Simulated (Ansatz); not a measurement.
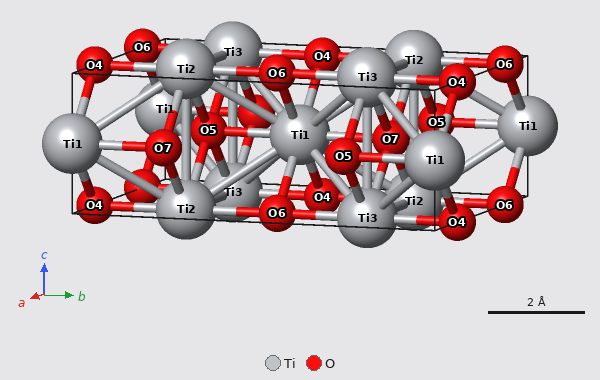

Figure 1. The structure (ball-and-stick view of the cell 2 times as large as that of the calculation, set on its symmetry axes, seen slightly off an axis; atoms are numbered from 1 in the order of the input). An atom can appear more than once, as a periodic image. Near neighbours in the periodic cell (some may lie outside the picture): Ti has 6 O at 2.03 to 2.05 Å and 10 Ti at 2.90 to 2.97 Å; Ti has 6 O at 2.02 to 2.08 Å and 8 Ti at 2.90 to 2.97 Å; O has 4 Ti at 2.02 to 2.05 Å; O has 5 Ti at 2.03 to 2.08 Å.

# What a change does: single-point calculation on Ti₃O₄

System: Ti₃O₄ (Cmmm, 7 atoms in the cell).
Method of run A: DFT PBEsol, scalar-relativistic, plane waves, PAW, no spin polarisation (Ansatz 0.2.0).

The structure derives from a Materials Project entry. Text and figures count atoms from 1; the logs count them from 0 in places.

Input, run A:
```yaml
crystal:
  lattice:
    - [2.9128162305, -4.0303540204, 0.0]
    - [2.9128162305, 4.0303540204, 0.0]
    - [0.0, 0.0, 2.9690273776]
  atoms:
    - { symbol: Ti, position: [0.0, 0.0, 0.5] }
    - { symbol: Ti, position: [0.5, 0.0, 0.0] }
    - { symbol: Ti, position: [0.0, 0.5, 0.0] }
    - { symbol: O, position: [0.7567280541, 0.7567280541, 0.0] }
    - { symbol: O, position: [0.2514330404, 0.7485669596, 0.5] }
    - { symbol: O, position: [0.2432719459, 0.2432719459, 0.0] }
    - { symbol: O, position: [0.7485669596, 0.2514330404, 0.5] }
basis:
  ecutwfc: 420
kpoints:
  mp_grid: { grid: [8, 8, 14] }
hamiltonian:
  xc: pbesol
scf:
  occupations: { method: gaussian, width: 0.15 }
output:
  forces: true
  stress: true
  eigenvalues: true
```

Command:
```bash
ansatz run input.yaml --threads 2 --pin off --max-ram 5120MiB --backend cpu --events-out ev --progress --plain --runs-dir out
```

Hardware: 2 threads of Intel Xeon @ 2.50GHz (Skylake/Cascade Lake), 189 GiB of memory available, shared host.

Output, shortened to warnings, some set-up lines, iterations and results (run A):
```
Basis set: ecut = 420 eV, 1341 PW (Γ), exchange–correlation on 72×72×40 points (8 copies of the dense FFT grid, shifted against one another)
Symmetry: 8 space group operations
k-points: 168 of 896
Initial density: superposition of atomic densities (neutral atoms: chi_scale 0, normalization atom), corrected by the library's trained network
[...]
SCF iter   1: F=—  HF=-9674.989701 eV  |F-HF|=—  |Δ(HF+E_count)|=         —  Δρ=1.81e-2  dr2=1.81e-1  ethr=1.77e-3  ⟨swp⟩=4.9  Hψ=23725  notcnv=0
SCF iter   2: F=—  HF=-9674.973072 eV  |F-HF|=—  |Δ(HF+E_count)|=   1.66e-2  Δρ=1.57e-2  dr2=1.11e-1  ethr=3.01e-4  ⟨swp⟩=3.0  Hψ=16156  notcnv=0  defer=210
SCF iter   3: F=—  HF=-9674.940881 eV  |F-HF|=—  |Δ(HF+E_count)|=   3.22e-2  Δρ=8.00e-4  dr2=2.89e-4  ethr=1.85e-4  ⟨swp⟩=2.0  Hψ=9989  notcnv=0  defer=210
SCF iter   4: F=—  HF=-9674.940962 eV  |F-HF|=—  |Δ(HF+E_count)|=   8.15e-5  Δρ=3.12e-4  dr2=4.86e-5  ethr=4.82e-7  ⟨swp⟩=2.3  Hψ=11060  notcnv=0  defer=210
SCF iter   5: F=—  HF=-9674.940931 eV  |F-HF|=—  |Δ(HF+E_count)|=   3.16e-5  Δρ=4.98e-5  dr2=1.58e-6  ethr=8.10e-8  ⟨swp⟩=2.9  Hψ=12112  notcnv=0  defer=209
SCF iter   6: F=-9674.940931 eV  HF=-9674.940931 eV  |F-HF|=2.06e-8  |Δ(HF+E_count)|=   5.43e-7  Δρ=1.42e-5  dr2=7.65e-8  ethr=1.67e-10  ⟨swp⟩=10.4  Hψ=28930  notcnv=0
SCF 1 converged in 6 iterations: F = -9674.940931 eV  dr2 = 7.65e-8
SCF converged after 6 iterations
Free energy (F): -9674.940931 eV
Harris-Foulkes:  -9674.940931 eV  (|F-HF|=2.06e-8)
Internal energy: -9674.906166 eV  (E = F + TS)
E sigma→0 (E₀):  -9674.923548 eV
Entropy (-TS):   -0.034765 eV (-4.966 meV/atom)
Fermi energy:    14.605746 eV
--- Per-component energies (eV) ---
  E_band       = -406.991179
  E_kinetic    = 1528.522477
  E_local      = -3703.286539  (includes V_loc(G=0)·N_el)
  E_nonlocal   = 218.283730
  E_hartree    = 1474.273192
  E_xc         = -586.928831
  E_vxc        = -745.979781  (∫ρ·V_xc dr)
  E_paw        = -3676.502342  (= ΣΔE_a)
  E_vpaw       = -653.090457  (= ΣTr[D̂ρ^β])
  E_aug_tail   = 0.010117  (compensation charges beyond the density's cutoff)
  E_ewald      = -4929.837275
  E_core_change = 0.559305  (= ΣΔE_core)
  E_smearing   = -0.034765  (= −TS)
  E_closure    = 0.000000  (closes the sum)
  Σ components = -9674.940931   (vs F -9674.940931, Δ=0.00e0)
--- Forces (eV/Å), atoms counted from 1 ---
  atom   1  Ti     0.00000000     0.00000000     0.00000000
  atom   2  Ti     0.00000000    -0.00000000     0.00000000
  atom   3  Ti    -0.00000000     0.00000000     0.00000000
  atom   4  O      0.34902342    -0.00000000    -0.00000000
  atom   5  O      0.00000000    -0.67440306    -0.00000000
  atom   6  O     -0.34902342     0.00000000     0.00000000
  atom   7  O      0.00000000     0.67440306     0.00000000
  max |Σ_I F_I| component: 5.55e-17 eV/Å
--- Stress (GPa, compression-positive) ---
       -1.811794       0.000000       0.000000
        0.000000       4.238930       0.000000
        0.000000       0.000000      -0.713014
  P = ⅓ Tr σ = 0.5714 GPa (5.714 kbar)
```

The input of run B differs as follows (lines with − go, lines with + come):
```diff
-    - { symbol: O, position: [0.7567280541, 0.7567280541, 0.0] }
-    - { symbol: O, position: [0.2514330404, 0.7485669596, 0.5] }
-    - { symbol: O, position: [0.2432719459, 0.2432719459, 0.0] }
-    - { symbol: O, position: [0.7485669596, 0.2514330404, 0.5] }
+    - { symbol: O, position: [0.7718661959, 0.7718661959, 0.0] }
+    - { symbol: O, position: [0.2700418275, 0.7299581725, 0.5] }
+    - { symbol: O, position: [0.2281338041, 0.2281338041, 0.0] }
+    - { symbol: O, position: [0.7299581725, 0.2700418275, 0.5] }
```

Predict how the results change.

With the same functional and potentials, run B lies 9.2 meV per atom higher. The pressure goes from 0.57 to 0.00 GPa. The largest force goes from 0.674 to 0.875 eV/Å. The SCF takes 7 iterations against 6.

Output, shortened to warnings, some set-up lines, iterations and results (run B):
```
Basis set: ecut = 420 eV, 1341 PW (Γ), exchange–correlation on 72×72×40 points (8 copies of the dense FFT grid, shifted against one another)
Symmetry: 8 space group operations
k-points: 168 of 896
Initial density: superposition of atomic densities (neutral atoms: chi_scale 0, normalization atom), corrected by the library's trained network
[...]
SCF iter   1: F=—  HF=-9674.924743 eV  |F-HF|=—  |Δ(HF+E_count)|=         —  Δρ=1.81e-2  dr2=1.78e-1  ethr=1.77e-3  ⟨swp⟩=4.9  Hψ=23726  notcnv=0
SCF iter   2: F=—  HF=-9674.912137 eV  |F-HF|=—  |Δ(HF+E_count)|=   1.26e-2  Δρ=1.65e-2  dr2=1.24e-1  ethr=2.97e-4  ⟨swp⟩=3.0  Hψ=16199  notcnv=0  defer=210
SCF iter   3: F=—  HF=-9674.876541 eV  |F-HF|=—  |Δ(HF+E_count)|=   3.56e-2  Δρ=8.54e-4  dr2=3.47e-4  ethr=2.06e-4  ⟨swp⟩=2.0  Hψ=9973  notcnv=0  defer=210
SCF iter   4: F=—  HF=-9674.876599 eV  |F-HF|=—  |Δ(HF+E_count)|=   5.81e-5  Δρ=3.37e-4  dr2=5.90e-5  ethr=5.79e-7  ⟨swp⟩=2.2  Hψ=10838  notcnv=0  defer=210
SCF iter   5: F=—  HF=-9674.876549 eV  |F-HF|=—  |Δ(HF+E_count)|=   4.98e-5  Δρ=4.92e-5  dr2=1.25e-6  ethr=9.83e-8  ⟨swp⟩=2.4  Hψ=10330  notcnv=0  defer=207
SCF iter   6: F=—  HF=-9674.876550 eV  |F-HF|=—  |Δ(HF+E_count)|=   5.25e-7  Δρ=1.73e-5  dr2=1.26e-7  ethr=1.67e-10  ⟨swp⟩=10.1  Hψ=28906  notcnv=0
SCF iter   7: F=-9674.876550 eV  HF=-9674.876550 eV  |F-HF|=2.30e-9  |Δ(HF+E_count)|=   9.11e-9  Δρ=4.13e-6  dr2=9.55e-9  ethr=1.67e-10  ⟨swp⟩=5.2  Hψ=21755  notcnv=0
SCF 1 converged in 7 iterations: F = -9674.876550 eV  dr2 = 9.55e-9
SCF converged after 7 iterations
Free energy (F): -9674.876550 eV
Harris-Foulkes:  -9674.876550 eV  (|F-HF|=2.30e-9)
Internal energy: -9674.846426 eV  (E = F + TS)
E sigma→0 (E₀):  -9674.861488 eV
Entropy (-TS):   -0.030123 eV (-4.303 meV/atom)
Fermi energy:    14.567903 eV
--- Per-component energies (eV) ---
  E_band       = -406.246015
  E_kinetic    = 1528.041624
  E_local      = -3676.216399  (includes V_loc(G=0)·N_el)
  E_nonlocal   = 218.125314
  E_hartree    = 1461.269871
  E_xc         = -586.835483
  E_vxc        = -745.845971  (∫ρ·V_xc dr)
  E_paw        = -3676.347903  (= ΣΔE_a)
  E_vpaw       = -652.901627  (= ΣTr[D̂ρ^β])
  E_aug_tail   = 0.010154  (compensation charges beyond the density's cutoff)
  E_ewald      = -4943.452909
  E_core_change = 0.559305  (= ΣΔE_core)
  E_smearing   = -0.030123  (= −TS)
  E_closure    = -0.000000  (closes the sum)
  Σ components = -9674.876550   (vs F -9674.876550, Δ=0.00e0)
--- Forces (eV/Å), atoms counted from 1 ---
  atom   1  Ti     0.00000000     0.00000000     0.00000000
  atom   2  Ti    -0.00000000     0.00000000     0.00000000
  atom   3  Ti     0.00000000     0.00000000     0.00000000
  atom   4  O     -0.62759676    -0.00000000    -0.00000000
  atom   5  O      0.00000000     0.87484114     0.00000000
  atom   6  O      0.62759676     0.00000000     0.00000000
  atom   7  O      0.00000000    -0.87484114    -0.00000000
  max |Σ_I F_I| component: 0.00e0 eV/Å
--- Stress (GPa, compression-positive) ---
        2.839072       0.000000       0.000000
        0.000000      -5.220480       0.000000
        0.000000       0.000000       2.380168
  P = ⅓ Tr σ = -0.0004 GPa (-0.004 kbar)
```

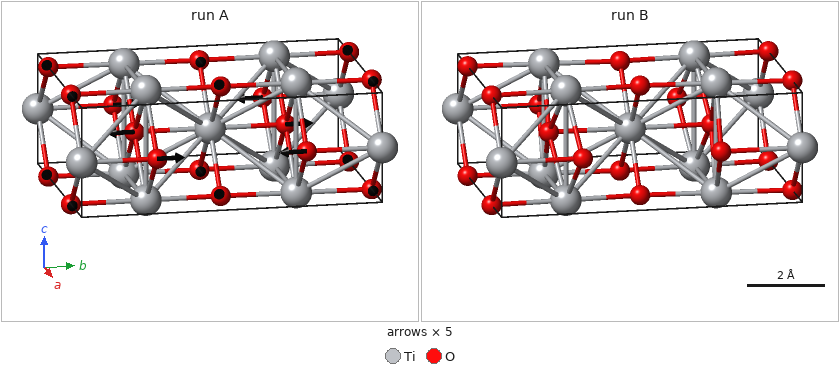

Figure 2. The two input geometries at one scale (ball-and-stick view of the cell 2 times as large as that of the calculation, set on its symmetry axes, seen slightly off an axis). The black arrows on the first give the shifts of the atoms relative to the cell, magnified 5 times. The largest moves, 0.15 Å, are those of O atoms. Ti stays in place. The lattice vectors keep their values. Among the contacts that change: O–Ti 2.027 → 2.177 Å, O–Ti 2.052 → 1.993 Å, O–Ti 2.080 → 2.086 Å.

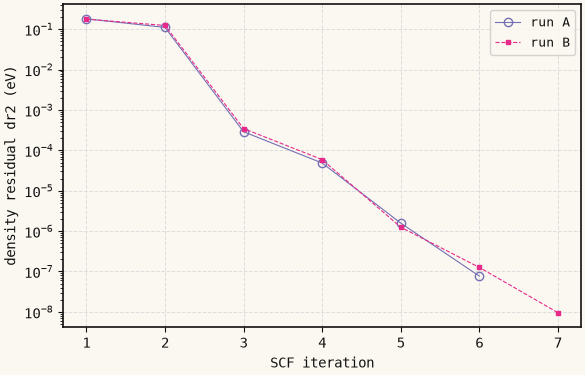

Figure 3. Convergence of the two runs: density residual dr2 against the SCF iteration. Run A takes 6 iterations in all, and run B takes 7.

The two runs side by side:

| quantity | run A | run B |
| --- | --- | --- |
| outcome | converged | converged |
| free energy per atom (eV) | −1382.1344 | −1382.1252 |
| energy per atom, smearing taken to zero (eV) | −1382.1319 | −1382.1231 |
| gap on the mesh (eV) | 0.00 | 0.00 |
| pressure (GPa) | 0.57 | 0.00 |
| largest force (eV/Å) | 0.674 | 0.875 |
| SCF iterations | 6 | 7 |
| irreducible k-points | 168 | 168 |
| plane waves at Γ | 1341 | 1341 |
| wall time (shared host) | 23 s | 24 s |
